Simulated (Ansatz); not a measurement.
## Geometry relaxation of GaSb (part 3 of 3)

The same run, continued: GaSb (F-43m, 2 atoms in the cell); DFT PBE0, scalar-relativistic, plane waves, PAW, no spin polarisation (Ansatz 0.2.0); cutoff 420 eV, 6×6×6 k-mesh, fixed occupations. It belongs to a series of runs on one base structure; here: elastic and piezoelectric constants, atoms relaxed.

**Output, continued**
```
  k-point 1: bands = ["-24.1121", "-24.1116", "-24.1116", "-24.0887", "-24.0887", "-10.8512", "-10.8437", "-10.8437", "-10.7967", "-10.7967", "-5.3999", "4.1601", "6.5614", "6.5614", "9.2403", "11.6418", "11.6418", "12.3086"]
  k-point 2: bands = ["-24.1116", "-24.1102", "-24.1102", "-24.0882", "-24.0882", "-10.8605", "-10.8386", "-10.8386", "-10.7971", "-10.7971", "-4.5682", "1.3144", "5.9550", "5.9550", "8.7885", "12.1186", "12.1186", "14.9663"]
  k-point 15: bands = ["-24.1131", "-24.1082", "-24.1061", "-24.0895", "-24.0865", "-10.8766", "-10.8283", "-10.8253", "-10.8034", "-10.7963", "-2.9463", "-0.3981", "3.4791", "3.6814", "10.8540", "11.0784", "14.6172", "14.6600"]
--- Elastic constants: 2 strain directions × 2 members + reference (group order 24) ---
  dense FFT box of the reference and of every strained cell: 30×30×30
  strains applied: 11, 23; error gains: componentwise 1.00 (the most a stress slope's error grows in a printed constant), spectral 1.73 (1 for all six strains in a standard setting)
  C = ∂σ_k/∂η_j (tension-positive GPa; Voigt order 11 22 33 23 13 12):
        89.988     38.102     38.102     -0.000     -0.000     -0.000
        38.102     89.988     38.102     -0.000      0.000      0.000
        38.102     38.102     89.988     -0.000      0.000      0.000
         0.000     -0.000     -0.000     44.683      0.000      0.000
         0.000      0.000      0.000     -0.000     44.683     -0.000
         0.000     -0.000      0.000      0.000     -0.000     44.683
  reference stress σ⁰ (GPa):     -0.004     -0.004     -0.004     -0.000      0.000      0.000
  C* (energy form; C + prestress term) asymmetry max|C*_kj − C*_jk| = 2.132e-14 GPa — a small one proves nothing (zero by symmetry where the batch's group is 432, −43m or m−3m); a large one is finite-difference/SCF noise where every solve meets its electron count
  moduli (Voigt/Reuss/Hill, GPa): K = 55.40/55.40/55.40   G = 37.19/34.67/35.93   E = 88.62   ν = 0.233
  mechanically stable: yes (min eigenvalue of sym C = 44.68 GPa)
  e, the proper piezoelectric tensor (elastic.mode: relaxed_ion; C/m²; rows x y z; Voigt order 11 22 33 23 13 12):
       0.00000   -0.00000   -0.00000   -0.23610   -0.00000   -0.00000
      -0.00000   -0.00000    0.00000    0.00000   -0.23610   -0.00000
      -0.00000    0.00000    0.00000   -0.00000   -0.00000   -0.23610
  ±, each entry's uncertainty from the finite density of the strings (C/m²), an estimate: the size of the correction for it that the entry includes:
       0.00000    0.00000    0.00000    0.00490    0.00000    0.00000
       0.00000    0.00000    0.00000    0.00000    0.00490    0.00000
       0.00000    0.00000    0.00000    0.00000    0.00000    0.00490
  the group's symmetry takes up to 3.1e-8 C/m² out of the measured responses: error of the strings' finite density and of the mesh across them, as far as it breaks the symmetry (raise kpoints.mp_grid and any string_points); the largest step of a string from the reference is 0.004 rad
  strain η (Voigt 11):  stress-route row diagonal C_11 = 89.99 GPa, energy-path curvature d²(F+E_count+ΔE)/dδ²/Ω₀ = 94.17 GPa
         δ    σ_11 (GPa)             F (eV)   n_scf  n_hpsi   n_pw
    -2.000e-3      -0.1841      -10271.8839665      31   57515   1142   relax 0 steps, max|allowed force component| 5.20e-17 eV/Å
     2.000e-3       0.1759      -10271.8840010      32   58253   1158   relax 0 steps, max|allowed force component| 5.55e-17 eV/Å
  strain η (Voigt 23):  stress-route row diagonal C_44 = 44.68 GPa, energy-path curvature d²(F+E_count+ΔE)/dδ²/Ω₀ = 49.87 GPa
         δ    σ_23 (GPa)             F (eV)   n_scf  n_hpsi   n_pw
    -2.000e-3      -0.0894      -10271.8840229       2    6694   1158   relax 3 steps, max|allowed force component| 6.39e-7 eV/Å
     2.000e-3       0.0894      -10271.8840229       2    6697   1158   relax 3 steps, max|allowed force component| 6.45e-7 eV/Å
--- Formal polarisation (Berry phase): one branch of a lattice of values; only differences between neighbouring runs are physical ---
  axis  mesh            electronic          ionic      p = total  spread (rad)  least overlap  resolved gap  δp at fixed H ≤   (phases in cycles; p mod 1; gap in eV; gap and δp judge the states as solved, not the mesh's step, its correction or the SCF's stop)
  b1    6×6×6          -0.50000000     3.75000000     3.25000000      0.211328         0.6988        1.3362           3.1e-6
  b2    6×6×6          -0.50000000     3.75000000     3.25000000      0.211328         0.6988        1.3362           3.1e-6
  b3    6×6×6          -0.50000000     3.75000000     3.25000000      0.211328         0.6988        1.3362           3.1e-6
  quantum along a1:   0.07524091 e/Å² =   120.549225 µC/cm²
  quantum along a2:   0.07524091 e/Å² =   120.549225 µC/cm²
  quantum along a3:   0.07524091 e/Å² =   120.549225 µC/cm²
  P = (  0.34582182,   0.34582182,   0.34582182) e/Å² = (  554.067632,   554.067632,   554.067632) µC/cm²  (mod the quanta)
```

**File elastic.tsv**
```
# convention: tension-positive GPa; Voigt order 11 22 33 23 13 12; engineering shear strains; stresses and constants hold the Pulay correction, whose part of sigma0, of c and of each member's stress the lines and columns named pulay_correction_..._gpa give (of c_energy it is that of c and, on the columns of strains 1 to 3, that of sigma0; of a layer's constants it is that of c in the plane, times a tenth of its plane spacing in ang); where a line pulay_correction_withheld stands none holds it
# sigma0_gpa = -4.4788259599e-3 -4.4788259599e-3 -4.4788259599e-3 -7.4115557858e-16 2.0845000647e-16 1.6212778281e-16
# pulay_correction_sigma0_gpa = -5.8263302169e-2 -5.8263302169e-2 -5.8263302169e-2 5.3596990196e-35 3.7502198557e-34 -2.1424082410e-34
# c_energy_asymmetry_gpa = 2.1316282073e-14
# group_order = 24
# error_gain_componentwise = 1.0000000000e0	error_gain_spectral = 1.7320508076e0
# k_voigt_gpa = 5.5397779301e1	k_reuss_gpa = 5.5397779301e1	k_hill_gpa = 5.5397779301e1
# g_voigt_gpa = 3.7187109731e1	g_reuss_gpa = 3.4666484518e1	g_hill_gpa = 3.5926797125e1
# youngs_gpa = 8.8622457137e1	poisson = 2.3337542210e-1
# min_eigenvalue_gpa = 4.4683212436e1	stable = true
# piezoelectric_x_c_per_m2 = 4.5980214411e-41 -5.7981413417e-24 -5.7981413417e-24 -2.3610453483e-1 -4.1415295298e-25 -8.2830590596e-25
# piezoelectric_y_c_per_m2 = -9.4060366369e-25 -9.4060366346e-25 3.3132236233e-24 9.3184414420e-25 -2.3610453483e-1 -9.9396708729e-24
# piezoelectric_z_c_per_m2 = -4.4500058171e-25 6.5207705819e-25 4.1415295298e-25 -3.2309855671e-49 -9.9396708715e-24 -2.3610453483e-1
# piezoelectric_strings_term_x_c_per_m2 = 8.6212907160e-42 -3.4741667746e-18 -3.4741667746e-18 -4.9004157639e-3 -1.2942279781e-25 -1.0353823824e-25
# piezoelectric_strings_term_y_c_per_m2 = 4.3427079420e-19 4.3427079420e-19 2.1713542341e-18 1.0353823824e-25 -4.9004157639e-3 -8.6285906215e-18
# piezoelectric_strings_term_z_c_per_m2 = 3.0398958039e-18 -2.1713541103e-18 4.3427084682e-19 -6.7060010591e-51 -8.6285905956e-18 -4.9004157639e-3
# piezoelectric_unresolved_by_strings =
# piezoelectric_mode = relaxed_ion
# piezoelectric_residual_c_per_m2 = 3.1396756889e-8	largest_string_step_rad = 4.2091205846e-3	self_consistent = true
# k	c_k1_gpa	c_k2_gpa	c_k3_gpa	c_k4_gpa	c_k5_gpa	c_k6_gpa	c_energy_k1_gpa	c_energy_k2_gpa	c_energy_k3_gpa	c_energy_k4_gpa	c_energy_k5_gpa	c_energy_k6_gpa	pulay_correction_c_k1_gpa	pulay_correction_c_k2_gpa	pulay_correction_c_k3_gpa	pulay_correction_c_k4_gpa	pulay_correction_c_k5_gpa	pulay_correction_c_k6_gpa
1	8.9988386866e1	3.8102475519e1	3.8102475519e1	-5.9292306308e-21	-4.2351647363e-22	-4.2351647363e-22	8.9983908040e1	3.8097996693e1	3.8097996693e1	-5.9292306308e-21	-4.2351647363e-22	-4.2351647363e-22	1.6023352884e-1	1.9853455659e-1	1.9853455659e-1	-1.3234889801e-23	0.0000000000e0	3.4793367839e-40
2	3.8102475519e1	8.9988386866e1	3.8102475519e1	-5.9292306308e-21	4.2351647363e-22	4.2351647363e-22	3.8097996693e1	8.9983908040e1	3.8097996693e1	-5.9292306308e-21	4.2351647363e-22	4.2351647363e-22	1.9853455659e-1	1.6023352884e-1	1.9853455659e-1	-1.3234889801e-23	0.0000000000e0	3.5799813453e-40
3	3.8102475519e1	3.8102475519e1	8.9988386866e1	-5.9292306308e-21	4.2351647363e-22	4.2351647363e-22	3.8097996693e1	3.8097996693e1	8.9983908040e1	-5.9292306308e-21	4.2351647363e-22	4.2351647363e-22	1.9853455659e-1	1.9853455659e-1	1.6023352884e-1	-1.3234889801e-23	0.0000000000e0	3.4793366775e-40
4	1.5777218104e-30	-7.6913938259e-30	-7.6913938259e-30	4.4683212436e1	5.0487097934e-29	3.1554436209e-29	-7.4115557858e-16	-7.4115557858e-16	-7.4115557858e-16	4.4683212436e1	5.0487097934e-29	3.1554436209e-29	1.0947644253e-47	3.8518598888e-34	-9.4955677458e-66	7.3730030969e-2	-1.9721522631e-31	-1.9721522631e-31
5	1.4988357199e-29	1.1855010132e-29	3.9995459107e-31	-5.0487097934e-29	4.4683212436e1	-5.2742829439e-21	2.0845000647e-16	2.0845000647e-16	2.0845000647e-16	-5.0487097934e-29	4.4683212436e1	-5.2742829439e-21	-1.7718555488e-31	-1.7718075833e-31	1.1991376194e-36	1.9721522631e-31	7.3730030969e-2	-1.9166058155e-23
6	4.5664868409e-29	-4.5664868313e-29	1.5777218104e-30	3.1554436209e-30	-5.2742828117e-21	4.4683212436e1	1.6212778281e-16	1.6212778281e-16	1.6212778281e-16	3.1554436209e-30	-5.2742828117e-21	4.4683212436e1	-2.2045997325e-31	2.2200071756e-31	-4.3790577010e-47	-2.4651903288e-32	-1.9166057860e-23	7.3730030969e-2
```

**Trajectory as extended XYZ (Å, eV, eV/Å), 6 frames, from step=1 to step=3**
```
2
Lattice="0.0000 3.0656 3.0656 3.0656 0.0000 3.0656 3.0656 3.0656 0.0000" Properties=species:S:1:pos:R:3:forces:R:3 step=1 energy=-10271.88401
Ga    0.0000    0.0000    0.0000   -0.0141   0.0000   0.0000
Sb    1.5328    1.5313    1.5313    0.0141   0.0000   0.0000
2
Lattice="0.0000 3.0656 3.0656 3.0656 0.0000 3.0656 3.0656 3.0656 0.0000" Properties=species:S:1:pos:R:3:forces:R:3 step=2 energy=-10271.88401
Ga   -0.0016    0.0000    0.0000    0.0127   0.0000   0.0000
Sb    1.5344    1.5313    1.5313   -0.0127   0.0000   0.0000
2
Lattice="0.0000 3.0656 3.0656 3.0656 0.0000 3.0656 3.0656 3.0656 0.0000" Properties=species:S:1:pos:R:3:forces:R:3 step=3 energy=-10271.88402
Ga   -0.0008    0.0000    0.0000    0.0000   0.0000   0.0000
Sb    1.5336    1.5313    1.5313    0.0000   0.0000   0.0000
2
Lattice="0.0000 3.0656 3.0656 3.0656 0.0000 3.0656 3.0656 3.0656 0.0000" Properties=species:S:1:pos:R:3:forces:R:3 step=1 energy=-10271.88401
Ga    0.0000    0.0000    0.0000    0.0141   0.0000   0.0000
Sb    1.5328    1.5343    1.5343   -0.0141   0.0000   0.0000
2
Lattice="0.0000 3.0656 3.0656 3.0656 0.0000 3.0656 3.0656 3.0656 0.0000" Properties=species:S:1:pos:R:3:forces:R:3 step=2 energy=-10271.88401
Ga    0.0016    0.0000    0.0000   -0.0127   0.0000   0.0000
Sb    1.5312    1.5343    1.5343    0.0127   0.0000   0.0000
2
Lattice="0.0000 3.0656 3.0656 3.0656 0.0000 3.0656 3.0656 3.0656 0.0000" Properties=species:S:1:pos:R:3:forces:R:3 step=3 energy=-10271.88402
Ga    0.0008    0.0000    0.0000    0.0000   0.0000   0.0000
Sb    1.5320    1.5343    1.5343    0.0000   0.0000   0.0000
```

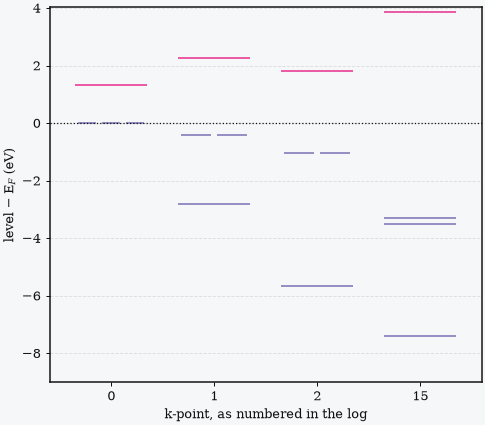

*Kohn–Sham levels near the Fermi level (dotted) at the few k-points that the log prints; levels within 0.02 eV of each other stand side by side.*

Among these points the highest filled and lowest empty levels are 1.34 eV apart, which is the gap on the mesh.

This output came from the following input.

**The input**
```yaml
crystal:
  lattice:
    - [0.0, 3.0656, 3.0656]
    - [3.0656, 0.0, 3.0656]
    - [3.0656, 3.0656, 0.0]
  atoms:
    - { symbol: Ga, position: [0.0, 0.0, 0.0] }
    - { symbol: Sb, position: [0.25, 0.25, 0.25] }
basis:
  ecutwfc: 420
kpoints:
  mp_grid: { grid: [6, 6, 6] }
hamiltonian:
  xc: pbe0
scf:
  occupations: { method: fixed }
output:
  forces: true
  stress: true
  eigenvalues: true
  polarization: {}
elastic:
  mode: relaxed_ion
  stencil: two_point
```

Launch command:
```bash
ansatz run input.yaml --threads 4 --pin off --max-ram 12288MiB --backend cpu --events-out ev --progress --plain --runs-dir out
```

**Results in brief**

```json
{"quantity": "outcome", "value": "converged"}
{"quantity": "space group (tolerance 0.01 Å)", "value": "F-43m (216)"}
{"quantity": "electrons treated", "value": "28"}
{"quantity": "free energy", "value": "−10271.8840 eV"}
{"quantity": "Fermi energy", "value": "6.989 eV"}
{"quantity": "gap on the k-point mesh", "value": "1.34 eV"}
{"quantity": "pressure", "value": "0.00 GPa"}
{"quantity": "final volume", "value": "57.62 Å³"}
{"quantity": "bulk modulus (Hill)", "value": "55.4 GPa"}
{"quantity": "shear modulus (Hill)", "value": "35.9 GPa"}
{"quantity": "largest force (length of the vector) at the end", "value": "under 0.001 eV/Å"}
{"quantity": "final cell", "value": "a = 4.335 Å, b = 4.335 Å, c = 4.335 Å, α = 60.00°, β = 60.00°, γ = 60.00°"}
{"quantity": "elastic stability", "value": "stable"}
{"quantity": "hardware", "value": "4 threads of AMD EPYC (Zen 3), 192 GiB of memory available, shared host"}
{"quantity": "wall time", "value": "60 min (CPU time 3.6 h)"}
{"quantity": "peak memory", "value": "2.4 GiB"}
```
